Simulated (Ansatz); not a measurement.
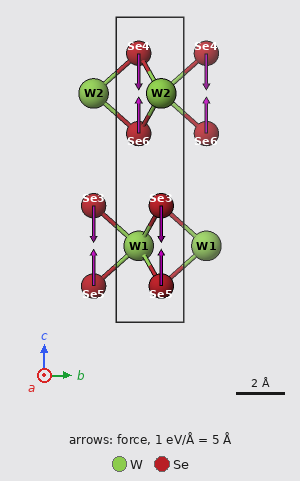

Starting geometry of crystalline WSe2 (built on the database structure type) with the computed forces as purple arrows. The picture is a ball-and-stick view of the cell of the calculation, seen along the a axis.

Computed with DFT, r2SCAN+rVV10, plane waves, PAW in Ansatz. Settings: plane-wave cutoff 500 eV; k-point mesh 12 × 12 × 2; occupations fermi dirac; smearing width 0.02 eV; no spin polarisation; cell and atoms relaxed; force threshold 0.005 eV/Å.

Q: What follows when this structure is relaxed?

A: It isn't relaxed: the largest force vector, on Se atoms, is 0.31 eV/Å. The atoms end up moving mostly along the starting forces (cosine between the two patterns 1.00). Over 3 accepted moves (5 points after the start) the energy falls by 38.4 meV per cell of the calculation. Largest force component: 0.31 eV/Å at the start, 0.0034 eV/Å at the end. The pressure goes from 0.58 to 0.02 GPa. The line search rejected the trial step at point 1 of the run. The SCF was repeated once at an unchanged geometry on a basis and grid sized afresh for the cell, which shifted the energy by 1.0 meV per cell of the calculation at most. The largest moves relative to the cell, 0.069 Å, are those of Se4 and Se5. Se5 goes along +c. By element the largest moves are Se 0.069 Å, W 0.003 Å. The drawn cell changes as follows: a = b 3.279 → 3.300 Å (+0.6 %), c 12.793 → 13.150 Å (+2.8 %); the volume changes by +4.1 %. The space group (tolerance 0.01 Å) goes from P6_3/mmc (No. 194) to P-3m1 (No. 164). Cost: 46 s on 4 threads of Arm Neoverse V2, with other jobs on the host, peak memory 0.96 GiB.
